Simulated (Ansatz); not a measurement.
Ti₃C₂

```
Ti C
1.0
     3.07244    0.00000    0.00000
    -1.53622    2.66081    0.00000
     0.00000    0.00000   15.15278
Ti C
6 4
Cartesian
  0.0000 1.7739 12.7956
  1.5362 0.8869 5.2192
  1.5362 0.8869 2.3572
  0.0000 1.7739 9.9336
  0.0000 0.0000 0.0000
  0.0000 0.0000 7.5764
  1.5362 0.8869 13.8552
  0.0000 1.7739 6.2789
  1.5362 0.8869 8.8739
  0.0000 1.7739 1.2975
```

Space group P6₃/mmc; a structure generated by program, which may or may not match a known phase; computed without spin polarisation.

Level of theory: DFT r2SCAN, scalar-relativistic, plane waves, PAW in Ansatz 0.2.0.

The density is the valence pseudo-density of a PAW calculation; it isn't the true density close to the nuclei.

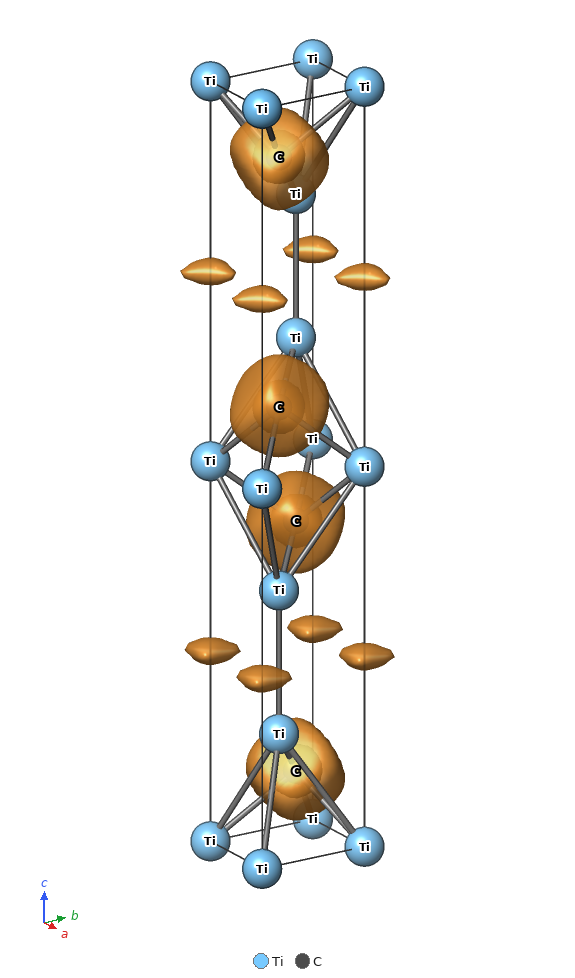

Figure 1. Isosurface of the ELF at 0.7 (orange), seen slightly off an axis. Core shells and regions of very low density are left out. Sticks mark near contacts.

> What do the ELF domains correspond to?

The surface consists of four regions wrapped around C (the valence shell of each) and two pockets between the atoms, centred on no nucleus (multi-centre or interstitial), counted in one cell of 10 atoms. Any copies at cell faces, edges or corners count once. Profiles from the grid: Ti–C (2.07 Å): the ELF peaks at about 0.80 in the valence shell of C, 0.7 Å from its nucleus, and is about 0.30 at the midpoint. Ti–Ti (2.86 Å): the ELF is about 0.05 at the midpoint (no localised pair shows between them).

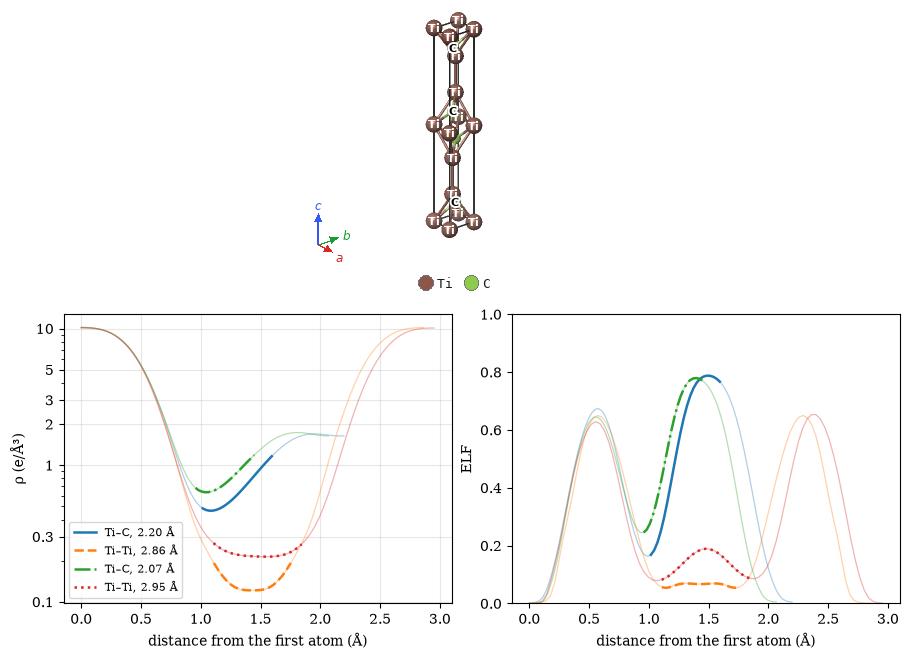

Figure 2. Valence charge density (pseudo) and electron localisation function along straight lines between neighbouring atoms. Thin, pale parts lie inside the atomic spheres. The structure is drawn too.

> What can be read from the curves?

Ti–C (2.20 Å): the density is about 0.46 e/Å³ at the midpoint; the ELF peaks at about 0.80 in the valence shell of C, 0.7 Å from its nucleus, and is about 0.25 at the midpoint.
Ti–Ti (2.86 Å): ρ at the midpoint is about 0.12 e/Å³; the ELF is about 0.05 at the midpoint; no shared electron pair shows on this line.
Ti–C (2.07 Å): the density is about 0.63 e/Å³ at the midpoint; the ELF peaks at about 0.80 in the valence shell of C, 0.7 Å from its nucleus, and is about 0.30 at the midpoint.
Ti–Ti (2.95 Å): the density is about 0.21 e/Å³ at the midpoint; the ELF is about 0.20 at the midpoint; no shared electron pair shows on this line.

> How much charge does the calculation move between the atoms?

Electrons move from Ti towards C. Bader charges: Ti +1.15 to +1.73 and C −2.02 e.

> Metal or insulator at this level of theory?

It is gapless in this calculation (a metal or semimetal).
